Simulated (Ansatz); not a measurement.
## Run report: Si$_{3}$N$_{4}$, geometry relaxation (part 1 of 2)

- system: Si$_{3}$N$_{4}$ (Fd-3m, 14 atoms in the cell)
- method: DFT PBE, scalar-relativistic, plane waves, PAW, no spin polarisation (Ansatz 0.2.0)

The structure derives from a Materials Project entry.

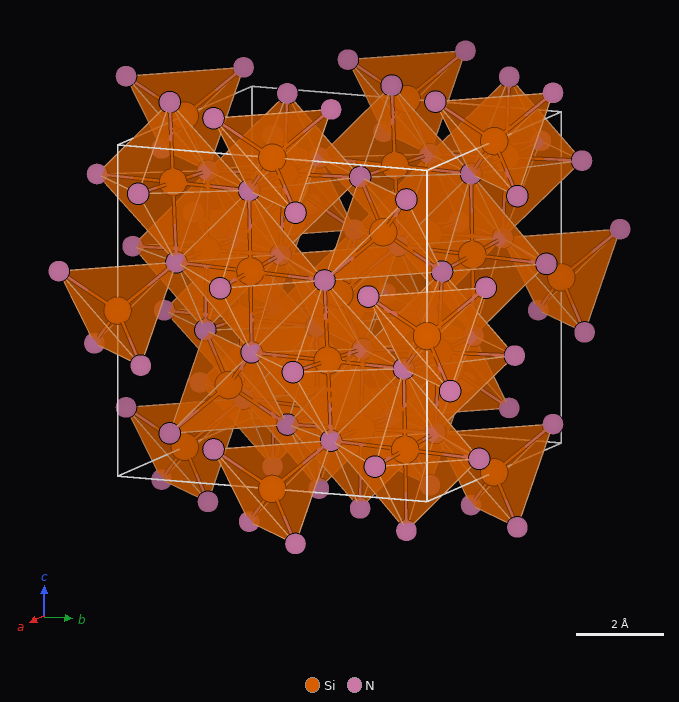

Fig. 1: The structure as given in the input (polyhedral view of the cell 4 times as large as that of the calculation, set on its symmetry axes, seen slightly off an axis; polyhedra are completed across the faces of the cell). An atom can appear more than once, as a periodic image.

## Input
```yaml
crystal:
  lattice:
    - [0.0, 3.893718, 3.893718]
    - [3.893718, 0.0, 3.893718]
    - [3.893718, 3.893718, 0.0]
  atoms:
    - { symbol: Si, position: [0.125, 0.125, 0.625] }
    - { symbol: Si, position: [0.125, 0.625, 0.125] }
    - { symbol: Si, position: [0.625, 0.125, 0.125] }
    - { symbol: Si, position: [0.125, 0.125, 0.125] }
    - { symbol: Si, position: [0.75, 0.75, 0.75] }
    - { symbol: Si, position: [0.5, 0.5, 0.5] }
    - { symbol: "N", position: [0.367563, 0.367563, 0.367563] }
    - { symbol: "N", position: [0.352689, 0.882437, 0.882437] }
    - { symbol: "N", position: [0.882437, 0.882437, 0.352689] }
    - { symbol: "N", position: [0.882437, 0.352689, 0.882437] }
    - { symbol: "N", position: [0.367563, 0.367563, 0.897311] }
    - { symbol: "N", position: [0.367563, 0.897311, 0.367563] }
    - { symbol: "N", position: [0.882437, 0.882437, 0.882437] }
    - { symbol: "N", position: [0.897311, 0.367563, 0.367563] }
basis:
  ecutwfc: 420
kpoints:
  mp_grid: { grid: [6, 6, 6] }
hamiltonian:
  xc: pbe
scf:
  occupations: { method: gaussian, width: 0.02 }
output:
  forces: true
  stress: true
  eigenvalues: true
  write_density: true
  write_potential: true
  elf: true
  volumetric_format: npy
relax:
  adjacent_minimum: "off"
  f_tol: 0.005
  max_steps: 80
  cell: { stress_tol: 0.05 }
```

Run as:
```bash
ansatz run input.yaml --threads 4 --pin off --max-ram 10240MiB --backend cpu --events-out ev --progress --plain --runs-dir out
```

## Log
```
Engine: ansatz 0.2.0, x86_64-unknown-linux-gnu
Pseudopotentials: kind: paw
Pseudopotential: Si, paw, valence charge 4, recommended cutoff 420 eV (normal), Si.paw.azcp
Pseudopotential: N, paw, valence charge 5, recommended cutoff 420 eV (normal), N.paw.azcp
Functional definition: PBE
  parameter kappa = 0.804
  parameter beta = 0.06672455060314922
  exchange = pbe_x(kappa = kappa, mu = beta*pi^2/3)
  correlation = pbe_c(beta = beta)
Crystal: 14 atoms, lattice volume = 118.066 Å³
Basis set: ecut = 420 eV, 2277 PW (Γ), exchange–correlation on 80×80×80 points (8 copies of the dense FFT grid, shifted against one another)
Bands: 46, of which v1, the nominal top of the filled ones, is band 32 counted from 1 (31 counted from 0)
Symmetry: 48 space group operations
Space group: Fd-3m (ITA 227), of the structure as read, at distance tolerance 4.9e-5 Å
k-points: 16 of 216
Non-local potential: Si, projectors of the file, l = 0: 2, l = 1: 2, l = 2: 2
Non-local potential: N, projectors of the file, l = 0: 2, l = 1: 2, l = 2: 1
PAW form: soft (Blöchl's): semilocal exchange-correlation on the pseudo side does not see the compensation charge
PAW one-centre angular grid: Si, 110 points (default); XC on 64 Gauss nodes
PAW one-centre angular grid: N, 110 points (default); XC on 64 Gauss nodes
Initial density: superposition of atomic densities (neutral atoms: chi_scale 0, normalization atom), corrected by the library's trained network
Initial wavefunctions: pseudopotential atomic-orbital guess
Functional: x = pbe(κ = 0.804, μ = 0.2195149727645171), c = pbe(β = 0.06672455060314922)
SCF iter   1: F=—  HF=-6899.814256 eV  |F-HF|=—  |Δ(HF+E_count)|=         —  Δρ=4.04e-3  dr2=3.36e-2  ethr=1.77e-3  ⟨swp⟩=10.1  Hψ=4097  notcnv=0  defer=12
preconditioner: auto → Resta (q_TF=auto, 2.464 Å⁻¹)  ε∞=4.4  [insulator: Δε(μ)=3.338 eV  Ē_g=14.869 eV  σ=0.020 eV  W_gap=1.00  n_scr=26 (ndim 8)  ℏωp=27.3 eV  f_vac=0.000  D(μ)=0.00/eV (n_scr^D=0)  ε∞_Penn≈4.4]
SCF iter   2: F=—  HF=-6899.801202 eV  |F-HF|=—  |Δ(HF+E_count)|=   1.31e-2  Δρ=1.67e-3  dr2=5.42e-3  ethr=5.26e-5  ⟨swp⟩=3.2  Hψ=1288  notcnv=0  defer=130
SCF iter   3: F=—  HF=-6899.800658 eV  |F-HF|=—  |Δ(HF+E_count)|=   5.44e-4  Δρ=4.51e-4  dr2=1.37e-4  ethr=8.47e-6  ⟨swp⟩=2.1  Hψ=1062  notcnv=0  defer=130
SCF iter   4: F=—  HF=-6899.800722 eV  |F-HF|=—  |Δ(HF+E_count)|=   6.31e-5  Δρ=1.54e-4  dr2=1.72e-5  ethr=2.14e-7  ⟨swp⟩=2.8  Hψ=1137  notcnv=0  defer=130
SCF iter   5: F=—  HF=-6899.800646 eV  |F-HF|=—  |Δ(HF+E_count)|=   7.60e-5  Δρ=1.85e-5  dr2=2.90e-7  ethr=2.68e-8  ⟨swp⟩=2.3  Hψ=1111  notcnv=0  defer=130
SCF iter   6: F=-6899.800646 eV  HF=-6899.800646 eV  |F-HF|=1.38e-9  |Δ(HF+E_count)|=   2.57e-7  Δρ=4.36e-6  dr2=2.03e-8  ethr=1.56e-10  ⟨swp⟩=16.9  Hψ=5739  notcnv=0
SCF 1 converged in 6 iterations: F = -6899.800646 eV  dr2 = 2.03e-8
  greatest PAW one-centre occupation: 0.789 electrons in one spin orbital (limit 2), on the N atom at site 11 (counted from 0), in its partial waves of l = 0
relax step   1: F+E_penalty+E_count = -6899.80064585 eV  Δ(F+E_penalty+E_count) = +0.000e0 eV  max|allowed force component| = 5.908e-3 eV/Å  Δτ_max = 0.0000 Å  P = +0.200 GPa  Ω = 118.066 Å³  (6 SCF iters, dr2 threshold 1.00e-7 eV, accepted)
Crystal: 14 atoms, lattice volume = 118.105 Å³
Initial density: handed on by an earlier stage of this run
Initial wavefunctions: those handed on with the density
iter 1 solved again at ethr=1.50e-8 eV; its pass at ethr=3.10e-3 eV (dr2=9.59e-6 eV) is discarded
SCF iter   1: F=—  HF=-6899.800624 eV  |F-HF|=—  |Δ(HF+E_count)|=         —  Δρ=9.19e-5  dr2=9.57e-6  ethr=1.50e-8  ⟨swp⟩=1.9  Hψ=2159  notcnv=0
preconditioner: auto → Resta (q_TF=auto, 2.463 Å⁻¹)  ε∞=4.4  [insulator: Δε(μ)=3.343 eV  Ē_g=14.868 eV  σ=0.020 eV  W_gap=1.00  n_scr=26 (ndim 8)  ℏωp=27.3 eV  f_vac=0.000  D(μ)=0.00/eV (n_scr^D=0)  ε∞_Penn≈4.4]
SCF iter   2: F=—  HF=-6899.800539 eV  |F-HF|=—  |Δ(HF+E_count)|=   8.59e-5  Δρ=2.55e-5  dr2=6.42e-7  ethr=1.49e-8  ⟨swp⟩=2.2  Hψ=1068  notcnv=0
SCF iter   3: F=—  HF=-6899.800538 eV  |F-HF|=—  |Δ(HF+E_count)|=   1.41e-7  Δρ=1.09e-5  dr2=1.03e-7  ethr=1.56e-10  ⟨swp⟩=11.0  Hψ=4899  notcnv=0
SCF iter   4: F=-6899.800538 eV  HF=-6899.800538 eV  |F-HF|=1.33e-9  |Δ(HF+E_count)|=   1.35e-9  Δρ=1.56e-6  dr2=2.30e-9  ethr=1.56e-10  ⟨swp⟩=7.3  Hψ=3926  notcnv=0
SCF 2 converged in 4 iterations: F = -6899.800538 eV  dr2 = 2.30e-9
relax step   2: F+E_penalty+E_count = -6899.80053838 eV  Δ(F+E_penalty+E_count) = +1.075e-4 eV  max|allowed force component| = 2.969e-3 eV/Å  Δτ_max = 0.0001 Å  P = +0.105 GPa  Ω = 118.105 Å³  energy of the carried Pulay correction = -1.530e-4 eV  (4 SCF iters, dr2 threshold 9.97e-8 eV, accepted)
Crystal: 14 atoms, lattice volume = 118.148 Å³
iter 1 solved again at ethr=1.91e-8 eV; its pass at ethr=3.10e-3 eV (dr2=1.22e-5 eV) is discarded
SCF iter   1: F=—  HF=-6899.800473 eV  |F-HF|=—  |Δ(HF+E_count)|=         —  Δρ=1.03e-4  dr2=1.22e-5  ethr=1.91e-8  ⟨swp⟩=1.9  Hψ=2159  notcnv=0
preconditioner: auto → Resta (q_TF=auto, 2.463 Å⁻¹)  ε∞=4.4  [insulator: Δε(μ)=3.341 eV  Ē_g=14.863 eV  σ=0.020 eV  W_gap=1.00  n_scr=26 (ndim 8)  ℏωp=27.3 eV  f_vac=0.000  D(μ)=0.00/eV (n_scr^D=0)  ε∞_Penn≈4.4]
SCF iter   2: F=—  HF=-6899.800387 eV  |F-HF|=—  |Δ(HF+E_count)|=   8.65e-5  Δρ=2.86e-5  dr2=8.47e-7  ethr=1.90e-8  ⟨swp⟩=2.1  Hψ=1066  notcnv=0
SCF iter   3: F=—  HF=-6899.800387 eV  |F-HF|=—  |Δ(HF+E_count)|=   1.41e-7  Δρ=1.29e-5  dr2=1.54e-7  ethr=1.32e-9  ⟨swp⟩=2.0  Hψ=1127  notcnv=0
SCF iter   4: F=-6899.800387 eV  HF=-6899.800387 eV  |F-HF|=2.10e-9  |Δ(HF+E_count)|=   1.19e-8  Δρ=1.76e-6  dr2=3.02e-9  ethr=4.30e-11  ⟨swp⟩=6.6  Hψ=4442  notcnv=0
SCF 3 converged in 4 iterations: F = -6899.800387 eV  dr2 = 3.02e-9
  greatest PAW one-centre occupation: 0.789 electrons in one spin orbital (limit 2), on the N atom at site 13 (counted from 0), in its partial waves of l = 0
relax step   3: F+E_penalty+E_count = -6899.80038661 eV  Δ(F+E_penalty+E_count) = +1.518e-4 eV  max|allowed force component| = 1.587e-5 eV/Å  Δτ_max = 0.0001 Å  P = -0.000 GPa  Ω = 118.148 Å³  energy of the carried Pulay correction = -3.218e-4 eV  (4 SCF iters, dr2 threshold 2.75e-8 eV, accepted)
Initial wavefunctions: pseudopotential atomic-orbital guess (no wavefunctions were taken with the density)
iter 1 solved again at ethr=1.82e-7 eV; its pass at ethr=3.10e-3 eV (dr2=1.16e-4 eV) is discarded
SCF iter   1: F=—  HF=-6899.800793 eV  |F-HF|=—  |Δ(HF+E_count)|=         —  Δρ=5.93e-6  dr2=1.31e-8  ethr=1.82e-7  ⟨swp⟩=5.0  Hψ=6413  notcnv=0
eigensolver tolerance schedule: the retry pair's looser diagonalisation over-reported the residual by 8872.90 of it (diagonalisation noise at 1.09 of the residual, at the tolerance the schedule requests for it); recorded, not acted on — ethr = c·dr2/N_el stays at c = 1.0e-1
preconditioner: auto → Resta (q_TF=auto, 2.463 Å⁻¹)  ε∞=4.4  [insulator: Δε(μ)=3.342 eV  Ē_g=14.864 eV  σ=0.020 eV  W_gap=1.00  n_scr=26 (ndim 8)  ℏωp=27.3 eV  f_vac=0.000  D(μ)=0.00/eV (n_scr^D=0)  ε∞_Penn≈4.4]
SCF iter   2: F=—  HF=-6899.800710 eV  |F-HF|=—  |Δ(HF+E_count)|=   8.30e-5  Δρ=2.78e-6  dr2=3.45e-9  ethr=2.05e-11  ⟨swp⟩=3.0  Hψ=1690  notcnv=0
SCF iter   3: F=—  HF=-6899.800710 eV  |F-HF|=—  |Δ(HF+E_count)|=   3.02e-9  Δρ=1.45e-6  dr2=8.81e-10  ethr=5.39e-12  ⟨swp⟩=2.0  Hψ=1123  notcnv=0
SCF iter   4: F=-6899.800710 eV  HF=-6899.800710 eV  |F-HF|=2.73e-12  |Δ(HF+E_count)|=   1.50e-9  Δρ=2.19e-7  dr2=4.54e-11  ethr=1.00e-12  ⟨swp⟩=7.0  Hψ=4019  notcnv=0
SCF 4 converged in 4 iterations: F = -6899.800710 eV  dr2 = 4.54e-11
relax step   4: F+E_penalty+E_count = -6899.80070997 eV  Δ(F+E_penalty+E_count) = -3.234e-4 eV  max|allowed force component| = 5.553e-5 eV/Å  Δτ_max = 0.0000 Å  P = +0.004 GPa  Ω = 118.148 Å³  stress off target by 4.34e-3 GPa  SCF on the basis re-selected at this cell (its energy is not comparable with the rows above)  (4 SCF iters)
```

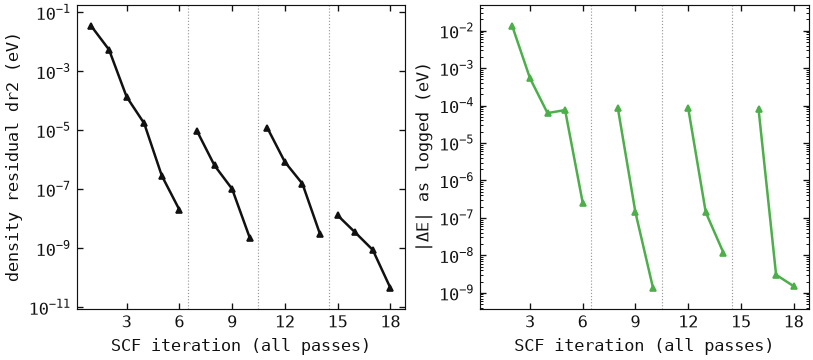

Fig. 2: Convergence of the self-consistent field: density residual dr2 and size of the energy change against the SCF iteration. The dotted lines part the SCF passes of the relaxation: geometry steps, rejected trials and re-solves on a re-selected basis. The passes take 6, 4, 4 and 4 iterations.

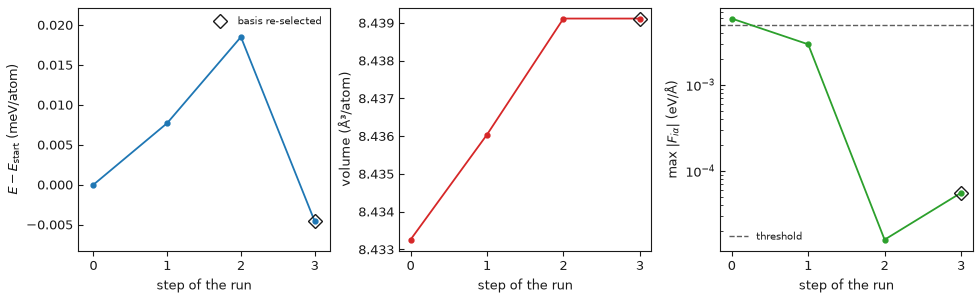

Fig. 3: Progress of the relaxation, step by step (the first geometry is step 0 here and step 1 in the log). Over 2 geometry steps the energy rises by next to nothing (0.0 meV per atom). The largest force component goes from 0.0059 to under 0.0001 eV/Å. Pressure: 0.20 GPa at the start and 0.00 GPa at the end. No atom moves by more than 0.005 Å relative to the cell. The volume changes by +0.1 %, with a = b = c 7.787 → 7.789 Å (0.0 %). The space group stays Fd-3m (No. 227). A last SCF at the same geometry on a re-selected plane-wave basis shifts the energy by next to nothing (0.0 meV per atom).

```
basis re-selected at this cell: Δ(F+E_penalty+E_count) = -3.234e-4 eV, ΔP = +0.004 GPa vs the last step (what re-selecting the basis moved, of the pressure what is left beyond the Pulay correction that the steps carried, after the strain that the cell walked since its last selection, with what the two solves' SCF thresholds leave and, on support functions, any second-order correction that the steps lacked; it is no measure of the basis error at this ecutwfc). This SCF's stress stands 4.34e-3 GPa from its target on what of the cell is left free (relax.cell.stress_tol is 5.00e-2 GPa) and its largest allowed force component is 5.55e-5 eV/Å (relax.f_tol is 5.00e-3 eV/Å): within both
SCF converged after 4 iterations
Free energy (F): -6899.800710 eV
Harris-Foulkes:  -6899.800710 eV  (|F-HF|=2.73e-12)
Internal energy: -6899.800710 eV  (E = F + TS)
E sigma→0 (E₀):  -6899.800710 eV
Fermi energy:    12.640465 eV
--- Per-component energies (eV) ---
  E_band       = 270.750907
  E_kinetic    = 1360.228579
  E_local      = -1484.075035  (includes V_loc(G=0)·N_el)
  E_nonlocal   = 501.649022
  E_hartree    = 491.974907
  E_xc         = -831.423543
  E_vxc        = -919.179279  (∫ρ·V_xc dr)
  E_paw        = -4098.094612  (= ΣΔE_a)
  E_vpaw       = -171.822974  (= ΣTr[D̂ρ^β])
  E_aug_tail   = 0.000852  (compensation charges beyond the density's cutoff)
  E_ewald      = -2840.060881
  E_smearing   = -0.000000  (= −TS)
  E_closure    = 0.000000  (closes the sum)
  Σ components = -6899.800710   (vs F -6899.800710, Δ=0.00e0)
```
